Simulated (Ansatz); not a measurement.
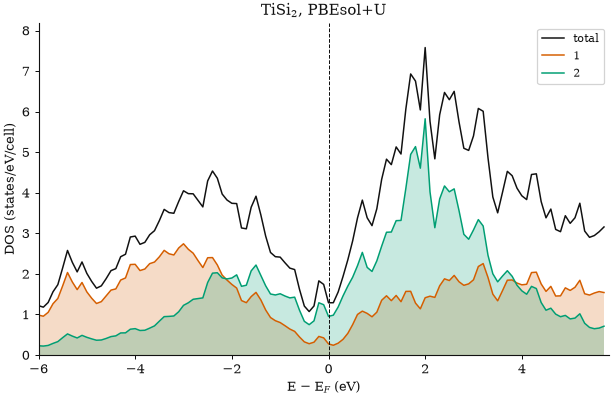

Density of states. Energies are counted from the Fermi level. The partial curves are projected on Löwdin-orthogonalised atomic shells.

System: TiSi$_{2}$, space group Cmcm, 6 atoms in the primitive cell; a = 6.99 Å, b = 6.99 Å, c = 3.57 Å, α = 90.00°, β = 90.00°, γ = 150.73°.

Ansatz; PBEsol, Ti d U = 2 eV, Ansatz PAW, no spin polarisation, no spin-orbit coupling, 8×8×8 k mesh in the self-consistent step, 420 eV cutoff, Fermi-Dirac smearing of 0.05 eV.

### The numbered curves are projections. Which is which? The candidates: Si, Ti.

1 is Si; 2 is Ti.

### What is the density of states at the Fermi level?

It is a metal. The density of states at the Fermi level is about 1.5 per eV and cell (mean within 0.25 eV), or 0.26 per atom.

The density of states comes from the program's own step for it, whose mesh and broadening can differ from those of the self-consistent step. The PAW data sets were made with another functional. The cell comes from a database of computed structures, and whether it is the stable form of this composition wasn't checked.
